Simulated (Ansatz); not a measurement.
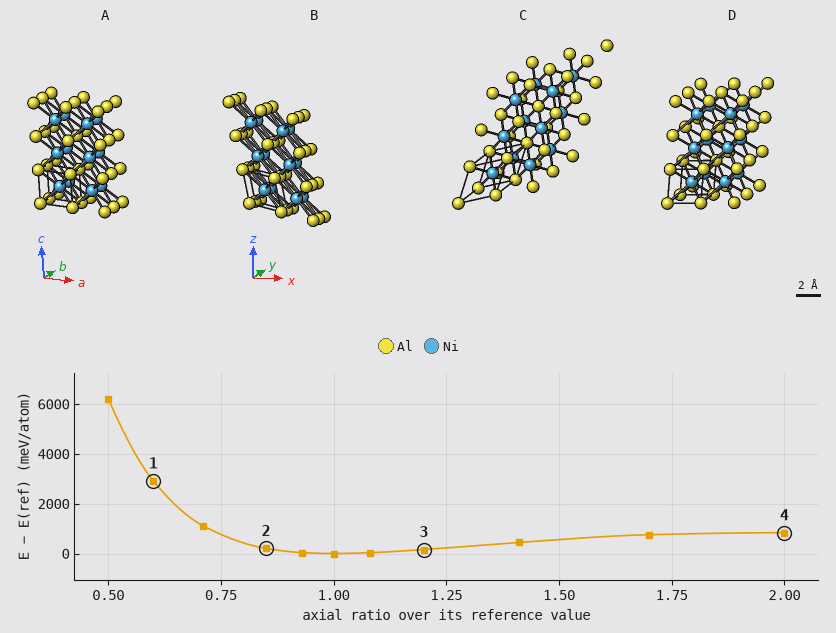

A scan of solid AlNi (Pm-3m): the ratio of the cell's length along [111] to its lengths across, counted as 1 for the reference, is changed at fixed volume (a trigonal path), with the atoms kept at their fractional coordinates. x, y and z are the Cartesian axes of the input. The frames are shuffled; the numbered points of the plot belong to them. Style: ball-and-stick. Shown: the cell of the calculation, repeated 2 × 2 × 3 with one cell outlined, slightly off an axis.

Theory: DFT PBEsol, scalar-relativistic, plane waves, PAW in Ansatz. Set-up: plane-wave cutoff 420 eV; k-point mesh 24 × 24 × 24; occupations gaussian; smearing width 0.15 eV; no spin polarisation. Energies (free energies at the smearing named) are counted from the relaxed crystal.

> Match the frames to the points.

Point 1 is frame B (the relative ratio 0.60, 2915 meV/atom); 2 is frame A (the relative ratio 0.85, 204 meV/atom); 3 is frame D (the relative ratio 1.20, 159 meV/atom); 4 is frame C (the relative ratio 2.00, 836 meV/atom). The lowest computed point lies at the relative ratio 1.00 (0 meV/atom). The distortion takes the space group from Pm-3m to R-3m, except for Fm-3m at 2.00. At the relative ratio 2.00 the cell of the drawing goes a 2.862 → 3.213 Å, b 2.862 → 3.213 Å, c 2.862 → 3.213 Å, α 90.0° → 60.0°, β 90.0° → 60.0°, γ 90.0° → 60.0°.

Limits of the set-up: an element that often carries a moment was run without spin polarisation.
